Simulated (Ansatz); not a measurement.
System: PbS, space group C2/m, 4 atoms in the cell.

```yaml
crystal:
  lattice:
    - [2.95468, -2.96891, 0.28852]
    - [2.95468, 2.96891, 0.28852]
    - [-0.58357, 0.00000, 5.92619]
  atoms:
    - { symbol: Pb, position: [0.74998, 0.74998, 0.75000] }
    - { symbol: Pb, position: [0.25002, 0.25002, 0.25000] }
    - { symbol: S, position: [0.25008, 0.25008, 0.75003] }
    - { symbol: S, position: [0.74992, 0.74992, 0.24997] }
```

Level of theory: DFT, PBE, plane waves, PAW, no spin polarisation, 6×6×4 k mesh; code Ansatz.

What will the band structure look like? The path is Γ–A–I2|I–M2–Γ–Y|L2–Γ–V2.

The material is gapped. The gap along this path is 0.37 eV and direct: both edges lie at L2. Two bands meet at the valence-band top at L2: it is doubly degenerate (spin aside).

Spin-orbit coupling is left out, which matters for Pb.

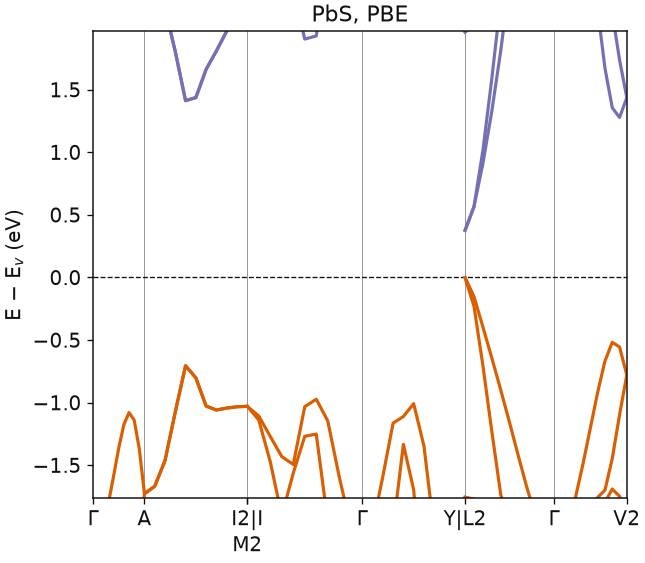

Band structure. Energies are counted from the top of the valence band.
